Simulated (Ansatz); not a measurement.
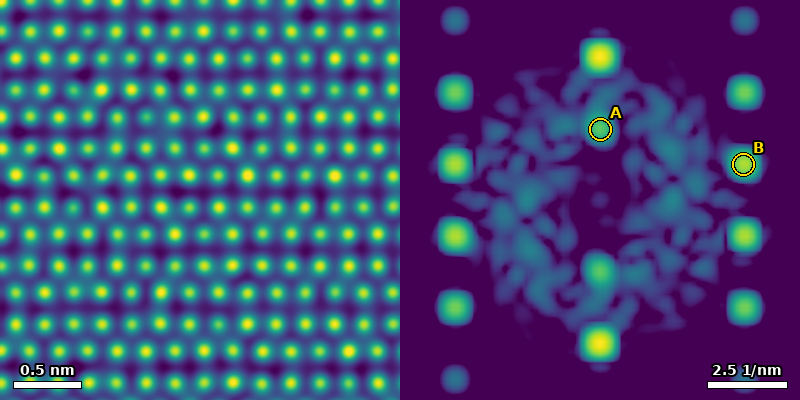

Integrated-DPC-like image of a crystal. Simulated as the projected potential of neutral atoms (B = 0.8 Å²) blurred by a 1.01 Å probe, the thin-sample limit of integrated differential phase contrast. The speckle of an amorphous layer was added.

The right panel is the modulus of the image's Fourier transform on a logarithmic scale.

> Which lattice spacings do the marked spots stand for, and what angle do A and B enclose?

A: 4.4 Å, B: 2.1 Å; A and B enclose about 76°.

The crystal is Co (Fmmm, No. 69) along [110]; the spots are (002) and (-1 1 1). Atomic positions: the end point of a relaxation with DFT PBE, scalar-relativistic, plane waves, PAW in Ansatz; the starting structure was generated, so it need not be a known form of this composition.
